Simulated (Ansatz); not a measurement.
# Geometry relaxation, with input and output: AlAs (part 3 of 3)

AlAs (slab, 8 atoms in the cell); DFT PBE, scalar-relativistic, plane waves, PAW, no spin polarisation (Ansatz 0.2.0); cutoff 420 eV, 9×9×1 k-mesh, Gaussian smearing of 0.05 eV. The structure derives from an entry of the Crystallography Open Database. It belongs to a series of runs on one base structure; here: (1 1 1) slab, atoms relaxed.

Geometry of the input (Å; fractional positions):
```
4.0500  0.0000  0.0000
-2.0250  3.5074  0.0000
0.0000  0.0000  25.7472
As 0.0000  0.0000  0.2913
Al 0.3333  0.6667  0.3234
As 0.3333  0.6667  0.4197
Al 0.6667  0.3333  0.4518
As 0.6667  0.3333  0.5482
Al 0.0000  0.0000  0.5803
As 0.0000  0.0000  0.6766
Al 0.3333  0.6667  0.7087
```

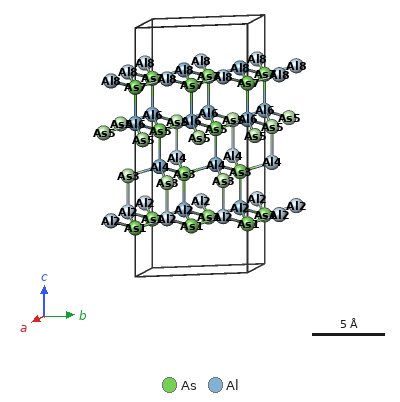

The geometry at step 3 of the log (ball-and-stick view of the 1 × 2 repeat of the cell, with the vacuum cut short, seen slightly off an axis; neighbours outside the cell are drawn fainter; atoms are numbered from 1 in the order of the input).

### The program's output, continued
```
SCF iter   1: F=—  HF=-21575.989887 eV  |F-HF|=—  |Δ(HF+E_count)|=         —  Δρ=2.88e-4  dr2=7.91e-3  ethr=1.75e-6  p=0.188 e·Å  D=9.32e-2 V/Å  ΔV_dip=-2.40 eV  dr2_dipole=6.85e-3  V_vac-E_F(+/−)=3.41/5.81 eV  ⟨swp⟩=2.0  Hψ=976  notcnv=0  defer=32
efield: sawtooth ramp at fractional position 0.9800 (handed on by an earlier solve), width 0.0400; the density the first Hamiltonian is built on has a dipole p = 0.188 e·Å; the dipole correction subtracts the counter field D = 9.32e-2 V/Å, which shifts the + side's vacuum level by -2.40 eV against the − side's; the planar-averaged density in the ramp window peaks in size at 9.9e-7 e/Å³
preconditioner: auto → LDOS  [metal: Δε(μ)=0.036 eV  Ē_g=7.692 eV  σ=0.050 eV  W_gap=0.36  n_scr=70 (ndim 8)  ℏωp=11.0 eV  f_vac=0.449  D(μ)=8.62/eV (n_scr^D=70)  β→1.0]
SCF iter   2: F=—  HF=-21575.989829 eV  |F-HF|=—  |Δ(HF+E_count)|=   5.81e-5  Δρ=8.41e-5  dr2=7.42e-4  ethr=1.75e-6  p=0.188 e·Å  D=9.28e-2 V/Å  ΔV_dip=-2.39 eV  dr2_dipole=6.18e-4  V_vac-E_F(+/−)=3.41/5.80 eV  ⟨swp⟩=1.0  Hψ=624  notcnv=0  defer=32
SCF iter   3: F=—  HF=-21575.989897 eV  |F-HF|=—  |Δ(HF+E_count)|=   6.74e-5  Δρ=3.41e-5  dr2=9.38e-5  ethr=1.03e-6  p=0.188 e·Å  D=9.29e-2 V/Å  ΔV_dip=-2.39 eV  dr2_dipole=7.16e-5  V_vac-E_F(+/−)=3.41/5.80 eV  ⟨swp⟩=1.0  Hψ=496  notcnv=0  defer=32
SCF iter   4: F=—  HF=-21575.989896 eV  |F-HF|=—  |Δ(HF+E_count)|=   7.01e-7  Δρ=1.25e-5  dr2=5.17e-6  ethr=1.30e-7  p=0.188 e·Å  D=9.29e-2 V/Å  ΔV_dip=-2.39 eV  dr2_dipole=6.76e-8  V_vac-E_F(+/−)=3.41/5.80 eV  ⟨swp⟩=1.2  Hψ=499  notcnv=0  defer=32
SCF iter   5: F=—  HF=-21575.989895 eV  |F-HF|=—  |Δ(HF+E_count)|=   5.17e-7  Δρ=7.46e-6  dr2=2.64e-6  ethr=1.21e-9  p=0.188 e·Å  D=9.29e-2 V/Å  ΔV_dip=-2.39 eV  dr2_dipole=9.13e-7  V_vac-E_F(+/−)=3.41/5.80 eV  ⟨swp⟩=17.2  Hψ=4910  notcnv=0
SCF iter   6: F=-21575.989895 eV  HF=-21575.989895 eV  |F-HF|=6.56e-7  |Δ(HF+E_count)|=   1.73e-7  Δρ=3.97e-6  dr2=6.67e-7  ethr=1.21e-9  p=0.188 e·Å  D=9.29e-2 V/Å  ΔV_dip=-2.39 eV  dr2_dipole=7.63e-8  V_vac-E_F(+/−)=3.41/5.80 eV  ⟨swp⟩=9.7  Hψ=3727  notcnv=0
SCF 6 converged in 6 iterations: F = -21575.989895 eV  dr2 = 6.67e-7
relax step   6: F+E_penalty+E_count = -21575.98989455 eV  Δ(F+E_penalty+E_count) = -2.394e-4 eV  max|allowed force component| = 3.114e-3 eV/Å  Δτ_max = 0.0064 Å  (6 SCF iters, dr2 threshold 8.72e-7 eV, accepted)
iter 1 solved again at ethr=1.29e-9 eV; its pass at ethr=3.10e-3 eV (dr2=9.32e-7 eV) is discarded
SCF iter   1: F=—  HF=-21575.989838 eV  |F-HF|=—  |Δ(HF+E_count)|=         —  Δρ=4.36e-6  dr2=9.33e-7  ethr=1.29e-9  p=0.188 e·Å  D=9.29e-2 V/Å  ΔV_dip=-2.39 eV  dr2_dipole=3.03e-7  V_vac-E_F(+/−)=3.41/5.80 eV  ⟨swp⟩=1.0  Hψ=1344  notcnv=0
efield: sawtooth ramp at fractional position 0.9800 (handed on by an earlier solve), width 0.0400; the density the first Hamiltonian is built on has a dipole p = 0.188 e·Å; the dipole correction subtracts the counter field D = 9.29e-2 V/Å, which shifts the + side's vacuum level by -2.39 eV against the − side's; the planar-averaged density in the ramp window peaks in size at 9.6e-7 e/Å³
preconditioner: auto → LDOS  [metal: Δε(μ)=0.033 eV  Ē_g=7.693 eV  σ=0.050 eV  W_gap=0.33  n_scr=70 (ndim 8)  ℏωp=11.0 eV  f_vac=0.449  D(μ)=8.37/eV (n_scr^D=58)  β→1.0]
SCF iter   2: F=—  HF=-21575.989895 eV  |F-HF|=—  |Δ(HF+E_count)|=   5.74e-5  Δρ=3.61e-6  dr2=5.74e-7  ethr=1.29e-9  p=0.188 e·Å  D=9.29e-2 V/Å  ΔV_dip=-2.39 eV  dr2_dipole=2.56e-7  V_vac-E_F(+/−)=3.41/5.80 eV  ⟨swp⟩=2.0  Hψ=634  notcnv=0
SCF iter   3: F=—  HF=-21575.989895 eV  |F-HF|=—  |Δ(HF+E_count)|=   8.40e-9  Δρ=2.12e-6  dr2=1.78e-7  ethr=7.98e-10  p=0.188 e·Å  D=9.29e-2 V/Å  ΔV_dip=-2.39 eV  dr2_dipole=2.51e-9  V_vac-E_F(+/−)=3.41/5.80 eV  ⟨swp⟩=1.0  Hψ=496  notcnv=0
SCF iter   4: F=—  HF=-21575.989895 eV  |F-HF|=—  |Δ(HF+E_count)|=   1.07e-9  Δρ=2.12e-6  dr2=3.57e-7  ethr=1.39e-10  p=0.188 e·Å  D=9.29e-2 V/Å  ΔV_dip=-2.39 eV  dr2_dipole=2.81e-7  V_vac-E_F(+/−)=3.41/5.80 eV  ⟨swp⟩=10.8  Hψ=3469  notcnv=0  recentre
SCF iter   5: F=-21575.989895 eV  HF=-21575.989895 eV  |F-HF|=1.24e-7  |Δ(HF+E_count)|=   6.55e-9  Δρ=1.10e-6  dr2=7.12e-8  ethr=1.39e-10  p=0.188 e·Å  D=9.29e-2 V/Å  ΔV_dip=-2.39 eV  dr2_dipole=5.81e-8  V_vac-E_F(+/−)=3.41/5.80 eV  ⟨swp⟩=8.0  Hψ=3283  notcnv=0
SCF 7 converged in 5 iterations: F = -21575.989895 eV  dr2 = 7.12e-8
relax step   7: F+E_penalty+E_count = -21575.98989505 eV  Δ(F+E_penalty+E_count) = -5.022e-7 eV  max|allowed force component| = 3.194e-3 eV/Å  Δτ_max = 0.0000 Å  (5 SCF iters, accepted)
SCF converged after 5 iterations
Free energy (F): -21575.989895 eV
Harris-Foulkes:  -21575.989895 eV  (|F-HF|=1.24e-7)
Internal energy: -21575.979436 eV  (E = F + TS)
E sigma→0 (E₀):  -21575.984665 eV
Entropy (-TS):   -0.010459 eV (-1.307 meV/atom)
Fermi energy:    1.167272 eV
Dipole field:    D = 0.093185 V/Å  (p = 0.188348 e·Å, saw-weighted, corrected)
Work function:   Φ+ = 3.4062 eV   Φ− = 5.8055 eV
Levels:          The Fermi level and band energies are counted from a zero that moves with the ramp; work functions are not
--- Per-component energies (eV) ---
  E_band       = -1479.570253
  E_kinetic    = 499.808014
  E_local      = -43326.471828  (includes V_loc(G=0)·N_el)
  E_nonlocal   = -2639.984077
  E_hartree    = 21750.837965
  E_xc         = -472.248286
  E_vxc        = -428.052812  (∫ρ·V_xc dr)
  E_paw        = -9211.177838  (= ΣΔE_a)
  E_vpaw       = 911.797197  (= ΣTr[D̂ρ^β])
  E_aug_tail   = 0.000025  (compensation charges beyond the density's cutoff)
  E_efield     = 0.008776  (sawtooth field / dipole correction)
  E_vefield    = 1.682877  (∫n·V_field dr)
  E_ewald      = 11823.247814
  E_smearing   = -0.010459  (= −TS)
  E_closure    = 0.000000  (closes the sum)
  Σ components = -21575.989895   (vs F -21575.989895, Δ=0.00e0)
--- Forces (eV/Å), atoms counted from 1 ---
  atom   1  As     0.00000000     0.00000000    -0.00073573
  atom   2  Al    -0.00000000    -0.00000000     0.00084628
  atom   3  As     0.00000000     0.00000000    -0.00062926
  atom   4  Al    -0.00000000    -0.00000000    -0.00319851
  atom   5  As     0.00000000     0.00000000     0.00174525
  atom   6  Al    -0.00000000    -0.00000000     0.00052489
  atom   7  As     0.00000000     0.00000000    -0.00072950
  atom   8  Al    -0.00000000    -0.00000000     0.00214339
  max |Σ_I F_I| component: 3.32e-5 eV/Å
--- Band table (eV; the first three rows and the last of 12) ---
  k-point 0: bands = ["-34.8519", "-34.8397", "-34.8397", "-34.8264", "-34.8264", "-34.1869", "-34.1868", "-34.1868", "-34.1776", "-34.1776", "-33.5741", "-33.5706", "-33.5706", "-33.5626", "-33.5626", "-32.9121", "-32.9019", "-32.9019", "-32.8774", "-32.8774", "-11.5905", "-10.8692", "-10.1757", "-9.2056", "-4.6081", "-3.1795", "-1.5615", "-0.9389", "-0.9389", "-0.2747", "-0.2747", "0.3698", "0.3698", "0.4853", "1.2002", "1.2002", "1.4651", "2.0440", "2.7357", "3.2170", "3.7458", "4.3403", "4.3403", "4.5254"]
  k-point 1: bands = ["-34.8518", "-34.8398", "-34.8397", "-34.8264", "-34.8263", "-34.1869", "-34.1868", "-34.1867", "-34.1777", "-34.1776", "-33.5740", "-33.5707", "-33.5706", "-33.5626", "-33.5625", "-32.9120", "-32.9019", "-32.9019", "-32.8774", "-32.8772", "-11.4939", "-10.7762", "-10.0849", "-9.1151", "-4.5409", "-3.1788", "-1.9656", "-1.4449", "-1.1239", "-1.0263", "-0.4909", "-0.4429", "0.2090", "0.3814", "0.8648", "1.0477", "1.5460", "2.6570", "3.3097", "3.8139", "4.1453", "4.3961", "4.5249", "4.6732"]
  k-point 2: bands = ["-34.8516", "-34.8399", "-34.8397", "-34.8264", "-34.8259", "-34.1870", "-34.1865", "-34.1865", "-34.1778", "-34.1775", "-33.5738", "-33.5707", "-33.5704", "-33.5627", "-33.5624", "-32.9118", "-32.9020", "-32.9019", "-32.8774", "-32.8768", "-11.2225", "-10.5174", "-9.8339", "-8.8652", "-4.4407", "-3.5816", "-2.9389", "-2.3182", "-1.9106", "-1.5087", "-1.2925", "-0.8062", "-0.4958", "-0.1428", "0.7088", "0.9957", "1.4458", "2.6697", "3.3092", "3.8670", "4.2403", "4.6692", "4.9772", "5.2689"]
  k-point 11: bands = ["-34.8511", "-34.8400", "-34.8399", "-34.8259", "-34.8257", "-34.1866", "-34.1863", "-34.1861", "-34.1776", "-34.1776", "-33.5733", "-33.5706", "-33.5703", "-33.5624", "-33.5624", "-32.9113", "-32.9022", "-32.9020", "-32.8768", "-32.8766", "-10.3137", "-9.7009", "-9.0585", "-8.0952", "-5.2572", "-4.8481", "-4.2663", "-3.5649", "-3.5117", "-2.9404", "-2.4594", "-1.7757", "-1.6934", "-1.1110", "-0.5482", "1.1174", "1.1667", "3.4338", "3.4864", "4.2854", "4.6695", "5.5818", "5.5827", "6.3660"]
--- Relaxed structure (7 steps of the walk, 7 accepted, 0 SCFs on fresh bases) ---
  F+E_penalty+E_count = -21575.98989505 eV   max|allowed force component| = 3.194e-3 eV/Å
  atoms:
    - { symbol: As, position: [-1.8386373557143965e-17, -2.2723208024379372e-17, 0.29215739518756456] }
    - { symbol: Al, position: [0.33333333333333326, 0.6666666666666667, 0.3203386703784801] }
    - { symbol: As, position: [0.33333333333333326, 0.6666666666666667, 0.42073565277658237] }
    - { symbol: Al, position: [0.6666666666666667, 0.3333333333333333, 0.4503400677959216] }
    - { symbol: As, position: [0.6666666666666667, 0.3333333333333333, 0.5495863250472648] }
    - { symbol: Al, position: [-1.860453733990412e-17, -2.2403794077671732e-17, 0.5795294834673845] }
    - { symbol: As, position: [-1.80852375984993e-17, -2.3164101667812544e-17, 0.6796786789910017] }
    - { symbol: Al, position: [0.33333333333333326, 0.6666666666666667, 0.707633726355801] }
```

### Trajectory as extended XYZ (Å, eV, eV/Å), 7 frames, from step=1 to step=7
```
8
Lattice="4.0500 0.0000 0.0000 -2.0250 3.5074 0.0000 0.0000 0.0000 25.7472" Properties=species:S:1:pos:R:3:forces:R:3 step=1 energy=-21575.91626
As    0.0000    0.0000    7.5000    0.0000   0.0000   0.0485
Al    0.0000    2.3383    8.3267    0.0000   0.0000  -0.4251
As    0.0000    2.3383   10.8068    0.0000   0.0000   0.5452
Al    2.0250    1.1691   11.6335    0.0000   0.0000  -0.4373
As    2.0250    1.1691   14.1137    0.0000   0.0000   0.4208
Al    0.0000    0.0000   14.9404    0.0000   0.0000  -0.5063
As    0.0000    0.0000   17.4205    0.0000   0.0000   0.6522
Al    0.0000    2.3383   18.2472    0.0000   0.0000  -0.2981
8
Lattice="4.0500 0.0000 0.0000 -2.0250 3.5074 0.0000 0.0000 0.0000 25.7472" Properties=species:S:1:pos:R:3:forces:R:3 step=2 energy=-21575.97488
As    0.0000    0.0000    7.4865    0.0000   0.0000   0.0677
Al    0.0000    2.3383    8.3001    0.0000   0.0000  -0.1970
As    0.0000    2.3383   10.8379    0.0000   0.0000   0.1609
Al    2.0250    1.1691   11.6200    0.0000   0.0000  -0.1568
As    2.0250    1.1691   14.1414    0.0000   0.0000   0.1478
Al    0.0000    0.0000   14.9281    0.0000   0.0000  -0.1755
As    0.0000    0.0000   17.4630    0.0000   0.0000   0.2229
Al    0.0000    2.3383   18.2120    0.0000   0.0000  -0.0698
8
Lattice="4.0500 0.0000 0.0000 -2.0250 3.5074 0.0000 0.0000 0.0000 25.7472" Properties=species:S:1:pos:R:3:forces:R:3 step=3 energy=-21575.98663
As    0.0000    0.0000    7.4744    0.0000   0.0000   0.0874
Al    0.0000    2.3383    8.2543    0.0000   0.0000  -0.1012
As    0.0000    2.3383   10.8280    0.0000   0.0000   0.0388
Al    2.0250    1.1691   11.5966    0.0000   0.0000  -0.0059
As    2.0250    1.1691   14.1550    0.0000   0.0000   0.0116
Al    0.0000    0.0000   14.9321    0.0000   0.0000  -0.0113
As    0.0000    0.0000   17.5137    0.0000   0.0000  -0.0080
Al    0.0000    2.3383   18.2348    0.0000   0.0000  -0.0113
8
Lattice="4.0500 0.0000 0.0000 -2.0250 3.5074 0.0000 0.0000 0.0000 25.7472" Properties=species:S:1:pos:R:3:forces:R:3 step=4 energy=-21575.98861
As    0.0000    0.0000    7.4978    0.0000   0.0000   0.0138
Al    0.0000    2.3383    8.2255    0.0000   0.0000   0.0707
As    0.0000    2.3383   10.8321    0.0000   0.0000  -0.0306
Al    2.0250    1.1691   11.6032    0.0000   0.0000  -0.0427
As    2.0250    1.1691   14.1625    0.0000   0.0000  -0.0307
Al    0.0000    0.0000   14.9278    0.0000   0.0000   0.0297
As    0.0000    0.0000   17.5110    0.0000   0.0000  -0.0125
Al    0.0000    2.3383   18.2289    0.0000   0.0000   0.0022
8
Lattice="4.0500 0.0000 0.0000 -2.0250 3.5074 0.0000 0.0000 0.0000 25.7472" Properties=species:S:1:pos:R:3:forces:R:3 step=5 energy=-21575.98966
As    0.0000    0.0000    7.5265    0.0000   0.0000  -0.0046
Al    0.0000    2.3383    8.2503    0.0000   0.0000  -0.0026
As    0.0000    2.3383   10.8353    0.0000   0.0000  -0.0302
Al    2.0250    1.1691   11.5886    0.0000   0.0000   0.0457
As    2.0250    1.1691   14.1482    0.0000   0.0000  -0.0059
Al    0.0000    0.0000   14.9191    0.0000   0.0000   0.0118
As    0.0000    0.0000   17.5025    0.0000   0.0000  -0.0247
Al    0.0000    2.3383   18.2184    0.0000   0.0000   0.0104
8
Lattice="4.0500 0.0000 0.0000 -2.0250 3.5074 0.0000 0.0000 0.0000 25.7472" Properties=species:S:1:pos:R:3:forces:R:3 step=6 energy=-21575.98989
As    0.0000    0.0000    7.5222    0.0000   0.0000  -0.0007
Al    0.0000    2.3383    8.2478    0.0000   0.0000   0.0008
As    0.0000    2.3383   10.8328    0.0000   0.0000  -0.0006
Al    2.0250    1.1691   11.5950    0.0000   0.0000  -0.0031
As    2.0250    1.1691   14.1503    0.0000   0.0000   0.0017
Al    0.0000    0.0000   14.9213    0.0000   0.0000   0.0008
As    0.0000    0.0000   17.4998    0.0000   0.0000  -0.0009
Al    0.0000    2.3383   18.2196    0.0000   0.0000   0.0021
8
Lattice="4.0500 0.0000 0.0000 -2.0250 3.5074 0.0000 0.0000 0.0000 25.7472" Properties=species:S:1:pos:R:3:forces:R:3 step=7 energy=-21575.98989
As    0.0000    0.0000    7.5222    0.0000   0.0000  -0.0007
Al    0.0000    2.3383    8.2478    0.0000   0.0000   0.0008
As    0.0000    2.3383   10.8328    0.0000   0.0000  -0.0006
Al    2.0250    1.1691   11.5950    0.0000   0.0000  -0.0032
As    2.0250    1.1691   14.1503    0.0000   0.0000   0.0017
Al    0.0000    0.0000   14.9213    0.0000   0.0000   0.0005
As    0.0000    0.0000   17.4998    0.0000   0.0000  -0.0007
Al    0.0000    2.3383   18.2196    0.0000   0.0000   0.0021
```

### Key numbers

- outcome: converged
- electrons treated: 72
- free energy: −21575.9899 eV
- work function, top face: 3.41 eV
- work function, bottom face: 5.81 eV
- Fermi energy: 1.167 eV
- gap on the k-point mesh: none (metallic)
- final volume: 365.75 Å³
- work function (upper face): 3.41 eV
- largest force (length of the vector) at the end: 0.003 eV/Å
- hardware: 1 thread of Intel Xeon @ 2.50GHz (Skylake/Cascade Lake), 189 GiB of memory available, shared host
- wall time: 4.6 min
- peak memory: 0.6 GiB
